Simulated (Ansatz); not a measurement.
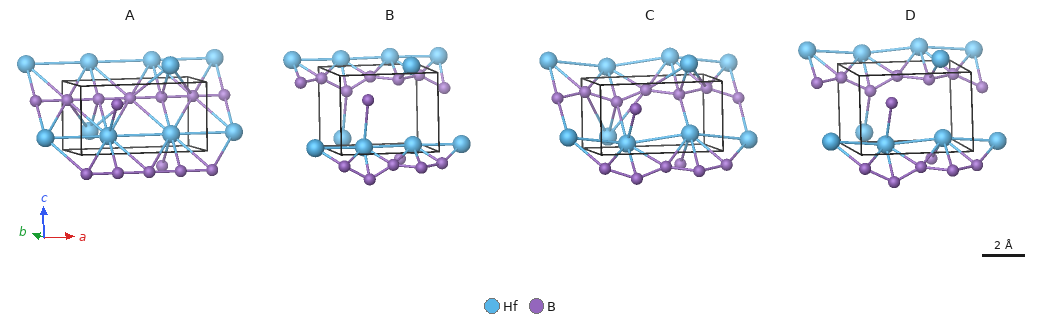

4 geometries from one relaxation of solid HfB₂ (a generated structure, set up in Ama2) (coarse preliminary run), in shuffled order. The picture is a ball-and-stick view of the cell of the calculation, seen slightly off an axis.

Theory: DFT PBE, scalar-relativistic, plane waves, PAW (Ansatz 0.2.0). Settings: plane-wave cutoff 420 eV; k-point mesh 4 × 4 × 4; occupations gaussian; smearing width 0.1 eV; no spin polarisation; cell and atoms relaxed; force threshold 0.04 eV/Å; at most 70 steps.

Put them in the order of the run, from the start to the converged end.

Answer. B, D, C, A. They are steps 0, 3, 7, 16, at +4002 meV per atom, +668 meV per atom, +134 meV per atom relative to the last. The largest moves relative to the cell, 0.76 Å, are those of Hf atoms. Largest moves by element: Hf 0.76 Å, B 0.61 Å. The volume changes by −2.4 %, with a 4.933 → 6.348 Å (+28.7 %), b = c 3.858 → 3.355 Å (−13.0 %), α 85.8° → 90.0°. Some distances before and after: B–Hf 4.622 → 2.854 Å, B–Hf 3.912 → 2.372 Å, B–Hf 1.719 → 2.854 Å, B–Hf 3.164 → 2.372 Å. New bonds form, among them: B–Hf (3.16 → 2.37 Å), B–Hf (3.91 → 2.37 Å). Among the angles between lasting bonds that change: B–B–B 122.7° → 180.0°, B–B–B 133.2° → 180.0°, B–Hf–B 126.5° → 90.0°. The space group (tolerance 0.01 Å) goes from Ama2 (No. 40) to P4/mmm (No. 123). The energy falls by 4002 meV per atom in 14 accepted moves (16 points after the start). Largest force component: 29 eV/Å at the start, 0.00089 eV/Å at the end. Pressure: 125.97 GPa at the start and 0.00 GPa at the end. At 2 points the geometry stayed and the basis and grid were re-selected for the new cell (energy shift of 14.7 meV per atom at most each time).

Limits of the set-up: the k-point mesh is coarse for a cell with partly filled bands.
